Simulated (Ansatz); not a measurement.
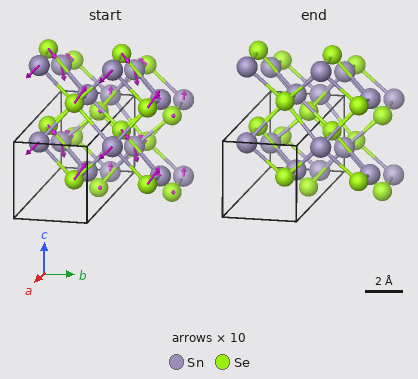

The structure of a crystal of SnSe (built on the database structure type) before (left) and after (right) a relaxation, at one scale. The purple arrows give the displacements (the part carried along by the change of the cell is left out), magnified 10 times.

A ball-and-stick model of the cell of the calculation, repeated 1 × 2 × 2 with one cell outlined, seen slightly off an axis.

Case: shaken.

The calculation used DFT, PBEsol, plane waves, PAW in Ansatz.

Input
```yaml
crystal:
  lattice:
    - [11.6098345125, 0.0286370126, -0.0584649073]
    - [0.0103828309, 4.1380214232, -0.0100120097]
    - [-0.0219307823, -0.010358385, 4.334730634]
  atoms:
    - { symbol: Sn, position: [0.6208459259, 0.7563459272, 0.4089512136] }
    - { symbol: Sn, position: [0.8778721626, 0.265340933, 0.9324464659] }
    - { symbol: Sn, position: [0.3810995576, 0.2448480215, 0.6040827714] }
    - { symbol: Sn, position: [0.1217068929, 0.7479615142, 0.0699841113] }
    - { symbol: Se, position: [0.1427117197, 0.26039756, 0.5104775615] }
    - { symbol: Se, position: [0.6368992241, 0.2334442347, 0.9872101884] }
    - { symbol: Se, position: [0.3552778626, 0.7420934864, 0.0174446006] }
    - { symbol: Se, position: [0.8591286924, 0.7326853226, 0.4557320763] }
kpoints:
  mp_grid: { grid: [2, 4, 4] }
hamiltonian:
  xc: pbesol
scf:
  occupations: { method: fermi_dirac, width: 0.05 }
relax:
  f_tol: 0.01
  cell: {}
  max_steps: 120
output:
  write_density: true
  write_potential: true
  elf: true
  volumetric_format: npy
```

Run as
```bash
ansatz run input.yaml --threads 4 --pin off --max-ram 4608MiB --backend cpu --events-out ev --progress --plain --runs-dir out
```

**Summarise the run.**

Over 4 accepted moves (5 points after the start) the energy falls by 11.0 meV per atom. Largest force component: 0.34 eV/Å at the start, 0.0041 eV/Å at the end. The pressure goes from −0.09 to −0.01 GPa. The SCF was repeated once at an unchanged geometry on a basis and grid sized afresh for the cell, which shifted the energy by less than 0.05 meV per atom at most. The atom that moves furthest relative to the cell is Se8 (0.12 Å roughly along [0 2 3]). By element the largest moves are Se 0.12 Å, Sn 0.11 Å. The volume changes by −0.5 %, with a 11.610 → 11.543 Å (−0.6 %), b 4.138 → 4.173 Å (+0.8 %), c 4.335 → 4.300 Å (−0.8 %), α 90.3° → 90.0°, β 90.6° → 90.0°, γ 89.7° → 90.0°. Among the contacts that change: Sn2–Se8 2.983 → 3.207 Å, Sn2–Se8 (another image) 3.021 → 2.819 Å, Sn1–Se6 3.322 → 3.207 Å, Sn1–Se6 (another image) 2.706 → 2.819 Å. Among the angles between lasting bonds that change: Se8–Sn2–Se8 89.7° → 95.5°, Sn2–Se8–Sn2 89.7° → 95.5°, Se8–Sn2–Se8 96.1° → 90.8°. The space group (tolerance 0.01 Å) goes from P1 (No. 1) to Pnma (No. 62). Cost: 47 s on 4 threads of Arm Neoverse V2, with other jobs on the host, peak memory 0.75 GiB.

Limits of the set-up: layers or molecules are held without a dispersion correction, so their spacing is unreliable.
